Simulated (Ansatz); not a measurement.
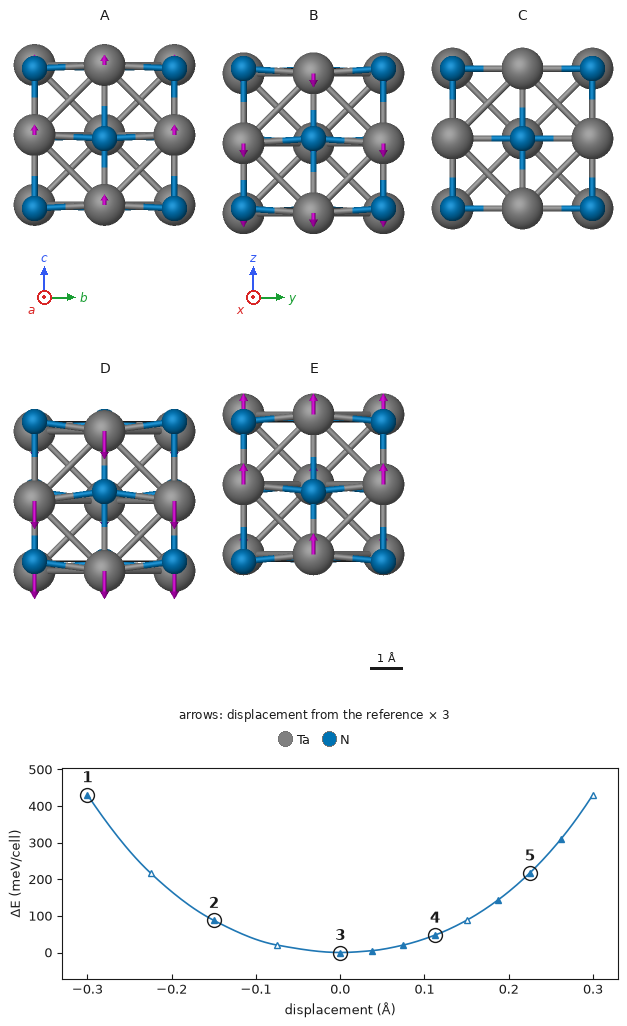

A scan of solid TaN (Fm-3m): the whole Ta sublattice is shifted rigidly, along Cartesian [0 0 1], all else fixed. The frames are shuffled; the numbered points of the plot belong to them. Hollow markers are points alike by symmetry, not computed again. Style: ball-and-stick. Shown: the conventional cell (4 times the calculation's cell), along the a axis. Purple arrows: displacements from the reference. Lengths and directions refer to the drawn axes.

The calculation used Ansatz 0.2.0, DFT PBE, scalar-relativistic, plane waves, PAW. Settings: plane-wave cutoff 420 eV; k-point mesh 24 × 24 × 24; occupations gaussian; smearing width 0.15 eV; no spin polarisation. Energies (free energies at the smearing named) are counted from the relaxed crystal.

Question: Which frame belongs to which numbered point?

Answer: Point 1 is frame D (the displacement −0.30 Å, 431 meV/cell); 2 is frame B (the displacement −0.15 Å, 88 meV/cell); 3 is frame C (the displacement 0.00 Å, 0 meV/cell); 4 is frame A (the displacement 0.1125 Å, 47 meV/cell); 5 is frame E (the displacement 0.225 Å, 217 meV/cell). The lowest computed point lies at the displacement 0.00 Å (0 meV/cell). At the ends of the scan the energy is 431 meV/cell (−0.30 Å) and 431 meV/cell (0.30 Å). The curvature at zero is about 7.2 eV/Å² per cell. The well is symmetric. At the highest point the shortest interatomic distance is 1.91 Å, against 2.21 Å in the reference. The distortion takes the space group from Fm-3m to I4mm.
